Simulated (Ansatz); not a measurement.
System: CoSi$_{2}$.

Input file:

```
crystal:
  lattice:
    - [0.0, 2.6600263041, 2.6600263041]
    - [2.6600263041, 0.0, 2.6600263041]
    - [2.6600263041, 2.6600263041, 0.0]
  atoms:
    - { symbol: Co, position: [0.0, 0.0, 0.0], spin: 2.0 }
    - { symbol: Si, position: [0.75, 0.75, 0.75] }
    - { symbol: Si, position: [0.25, 0.25, 0.25] }
hamiltonian:
  xc: pbe
  pseudopotentials: { kind: paw }
magnetization:
  spin_polarized: true
kpoints:
  mp_grid: { grid: [9, 9, 9] }
scf:
  occupations: { method: fermi_dirac, width: 0.05 }
output:
  forces: true
  stress: true
  eigenvalues: true
  write_density: true
  write_potential: true
  elf: true
  volumetric_format: npy
```

Command:

```sh
ansatz run input.yaml --threads 2 --pin off --max-ram 5120MiB --backend cpu --events-out ev --progress --plain --runs-dir out
```

Below, planes, directions and counts refer to the conventional cell (a = 5.32 Å, b = 5.32 Å, c = 5.32 Å, α = 90.00°, β = 90.00°, γ = 90.00°).

Space group Fm-3m; computed pressure about 4 GPa in this cell; the program warned that a starting moment wasn't kept; spin-polarised, but the moments vanished.

Theory: Ansatz, Kohn-Sham DFT of a periodic cell, PBE, Ansatz PAW.

Question: What can the converged valence pseudo-density and electron localisation function tell about the bonding?

Answer: Co–Si (2.30 Å): the density is about 0.51 e/Å³ at the midpoint; the ELF peaks at about 0.75 in the valence shell of Si, 0.9 Å from its nucleus, and is about 0.50 at the midpoint.

Question: Does the calculation make it a metal, or give it a gap?

Answer: It is metallic or semimetallic at this level of theory: no gap opens.

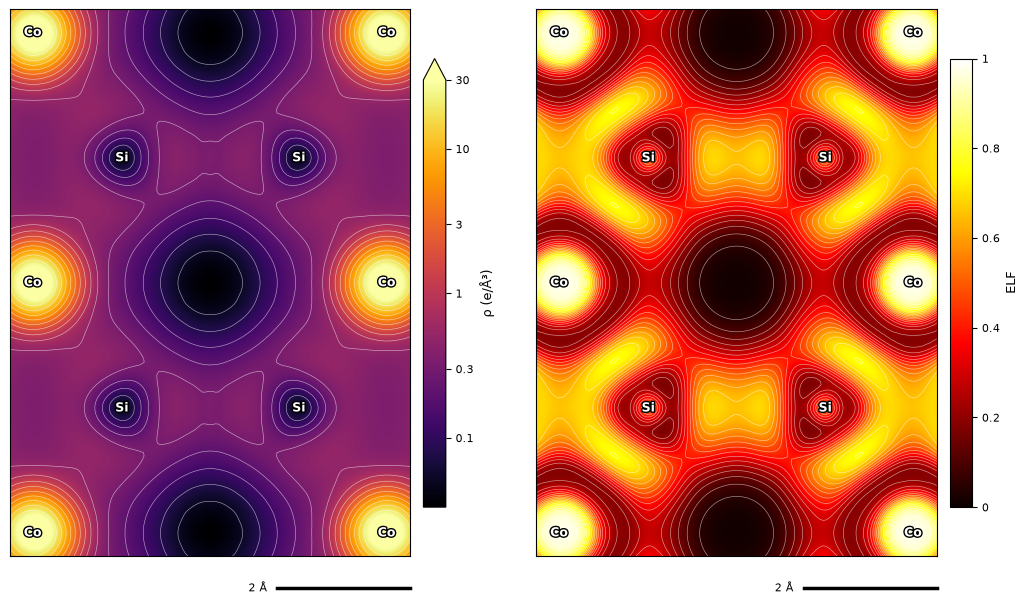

Computed valence pseudo-density and electron localisation function on the (011) plane of the conventional cell, in this order. 

Core electrons are frozen (PAW), and the valence fields are smoothed inside the atomic spheres.
